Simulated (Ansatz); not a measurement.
A series of calculations on MgS and related structures

## 1. Relaxation

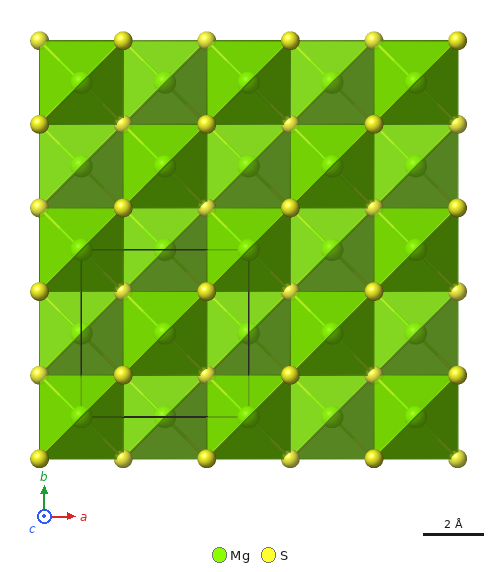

This is the input geometry for a relaxation of crystalline MgS (set up in F-43m). A polyhedral model of the conventional cell (4 times the calculation's cell), repeated 2 × 2 × 1 with one cell outlined, seen along the c axis. Lengths and directions refer to the drawn axes.

Level of theory: DFT PBE, scalar-relativistic, plane waves, PAW; settings changed in Ansatz.

The input:
```yaml
crystal:
  lattice:
    - [0.0, 2.8331200468, 2.8331200468]
    - [2.8331200468, 0.0, 2.8331200468]
    - [2.8331200468, 2.8331200468, 0.0]
  atoms:
    - { symbol: Mg, position: [0.0, 0.0, 0.0] }
    - { symbol: S, position: [0.75, 0.75, 0.75] }
basis:
  ecutwfc: 420
kpoints:
  mp_grid: { grid: [8, 8, 8] }
hamiltonian:
  xc: pbe
scf:
  occupations: { method: gaussian, width: 0.02 }
  convergence: { dr2_threshold: 1.0e-11 }
output:
  forces: true
  eigenvalues: true
  stress: true
relax:
  adjacent_minimum: "off"
  f_tol: 0.005
  max_steps: 80
  cell: { stress_tol: 0.05 }
```

Run as
```bash
ansatz run input.yaml --threads 4 --pin off --max-ram 9216MiB --backend cpu --events-out ev --progress --plain --runs-dir out
```

**What does the optimiser find from here?**

The atoms keep their places relative to the cell (all moves are under 0.005 Å). The drawn cell changes as follows: a = b = c 5.666 → 5.697 Å (+0.5 %); the volume changes by +1.6 %. Near-neighbour distances that change, for instance: Mg1–S2 2.454 → 2.467 Å. The space group stays F-43m (No. 216). Over 2 accepted moves (3 points after the start) the energy falls by 2.2 meV per cell of the calculation. All forces vanish by symmetry, so only the cell relaxes. Pressure: 0.94 GPa at the start and 0.01 GPa at the end. At 1 point the geometry stayed and the basis and grid were re-selected for the new cell (energy shift of less than 0.05 meV per cell of the calculation at most each time). Cost: 1.8 s on 4 threads of Intel(R) Xeon(R) 6975P-C (Granite Rapids), on a shared host, peak memory 0.35 GiB.

## 2. Relaxation

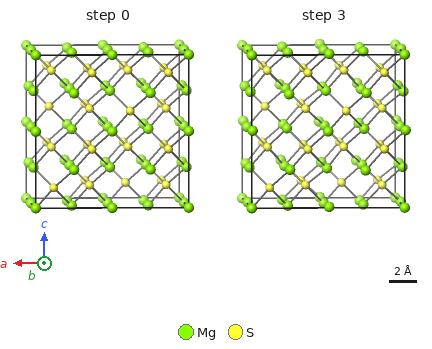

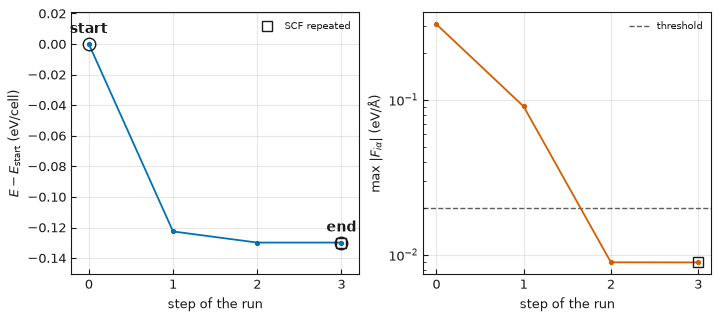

First and last geometry of a relaxation of a defect cell of composition Mg8S7, with the history of the run. Style: ball-and-stick. Shown: the conventional cell (4 times the calculation's cell), from a free direction. Lengths and directions refer to the drawn axes.

Case: S vacancy, atoms relaxed.

All numbers below come from Ansatz 0.2.0, DFT PBE, scalar-relativistic, plane waves, PAW.

The input:
```yaml
crystal:
  lattice:
    - [0.0, 5.6972139931, -5.6972139931]
    - [-5.6972139931, 0.0, -5.6972139931]
    - [-5.6972139931, 5.6972139931, 0.0]
  atoms:
    - { symbol: Mg, position: [0.0, 0.5, 0.0] }
    - { symbol: Mg, position: [0.5, 0.5, 0.0] }
    - { symbol: Mg, position: [0.0, 0.0, 0.0] }
    - { symbol: Mg, position: [0.5, 0.0, 0.0] }
    - { symbol: Mg, position: [0.0, 0.5, 0.5] }
    - { symbol: Mg, position: [0.5, 0.5, 0.5] }
    - { symbol: Mg, position: [0.0, 0.0, 0.5] }
    - { symbol: Mg, position: [0.5, 0.0, 0.5] }
    - { symbol: S, position: [0.375, 0.375, 0.375] }
    - { symbol: S, position: [0.875, 0.875, 0.375] }
    - { symbol: S, position: [0.375, 0.875, 0.375] }
    - { symbol: S, position: [0.875, 0.375, 0.875] }
    - { symbol: S, position: [0.375, 0.375, 0.875] }
    - { symbol: S, position: [0.875, 0.875, 0.875] }
    - { symbol: S, position: [0.375, 0.875, 0.875] }
basis:
  ecutwfc: 420
kpoints:
  mp_grid: { grid: [4, 4, 4] }
hamiltonian:
  xc: pbe
scf:
  occupations: { method: gaussian, width: 0.05 }
output:
  forces: true
  stress: true
  eigenvalues: true
  write_density: true
  write_potential: true
  elf: true
  volumetric_format: npy
relax:
  adjacent_minimum: "off"
  f_tol: 0.02
  max_steps: 50
```

Launched with:
```bash
ansatz run input.yaml --threads 4 --pin off --max-ram 9216MiB --backend cpu --events-out ev --progress --plain --runs-dir out
```

**Did the run converge, and what did it change?**

It converged. Over 2 accepted moves (3 points after the start) the energy falls by 0.130 eV per cell of the calculation. Largest force component: 0.31 eV/Å at the start, 0.0089 eV/Å at the end. 1 step only repeated the SCF at the same geometry. The largest moves, 0.12 Å, are those of Mg1, Mg5, Mg6 and Mg7. Mg5 goes along [−1 1 −1]. Largest moves by element: Mg 0.12 Å, S 0.01 Å. The lattice vectors keep their values. Near-neighbour distances that change, for instance: Mg1–S12 2.467 → 2.504 Å, Mg2–S12 2.467 → 2.472 Å. Bond angles that change, for instance: Mg1–S12–Mg5 109.5° → 114.9°, S9–Mg5–S10 109.5° → 106.6°. The run took 9.4 s on 4 threads of Intel(R) Xeon(R) 6975P-C (Granite Rapids), on a shared host, peak memory 0.96 GiB.

Limits of the set-up: the periodic images lie only 8.1 Å apart, so the values are limited by the cell's size.

## 3. Path

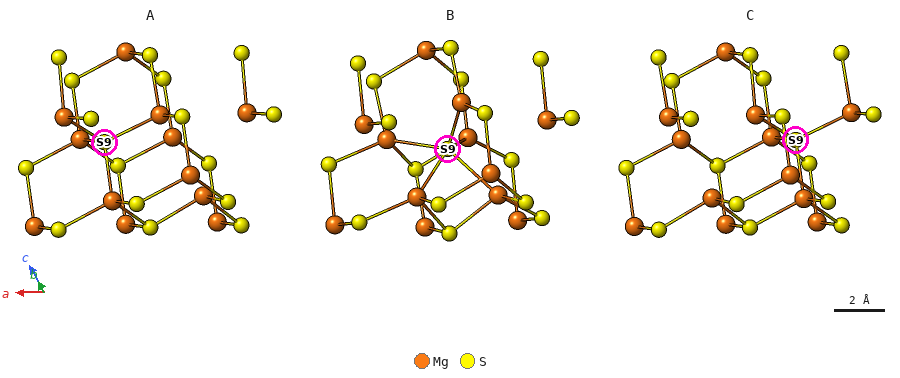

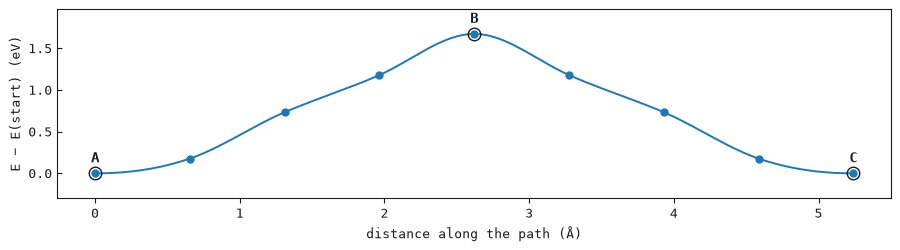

A search for the minimum-energy path of a defect cell of composition Mg8S7 with an S vacancy (15 atoms in the cell) by the nudged elastic band. Images are numbered from 0 (start) to 8 (end). Frames A to C are images 0, 4, 8. A ball-and-stick model of the atoms within 5.6 Å of the middle of the path, seen from a free direction. The moving atom is ringed, with any periodic copies. Bonds to atoms that aren't drawn are left out.

Method: DFT PBE, scalar-relativistic, plane waves, PAW (Ansatz). Settings: plane-wave cutoff 420 eV; k-point mesh 4 × 4 × 4; Gaussian smearing 0.05 eV; 7 movable images; climbing image; force threshold 0.05 eV/Å; iteration limit 60.

Describe the mechanism and the energy profile.

The barrier is about 1.67 eV in both directions, with image 4 at the top; the ends have the same energy. It is a vacancy jump: a nearby atom moves into the empty site and leaves its own site empty. An S atom travels furthest, 4.03 Å from end to end, along −a, on a path that bends up to 0.40 Å away from the straight line. At the highest image its nearest neighbour (Mg) is 2.39 Å away, against 2.47 Å at the start, and the surrounding atoms stand up to 0.64 Å off the mean of their end positions. The band is converged.

Limits of the set-up: the periodic images lie only 8.1 Å apart, so the values are limited by the cell's size.

The run took 11 min on 4 threads of Intel(R) Xeon(R) 6975P-C (Granite Rapids), on a shared host, peak memory 4.7 GiB.
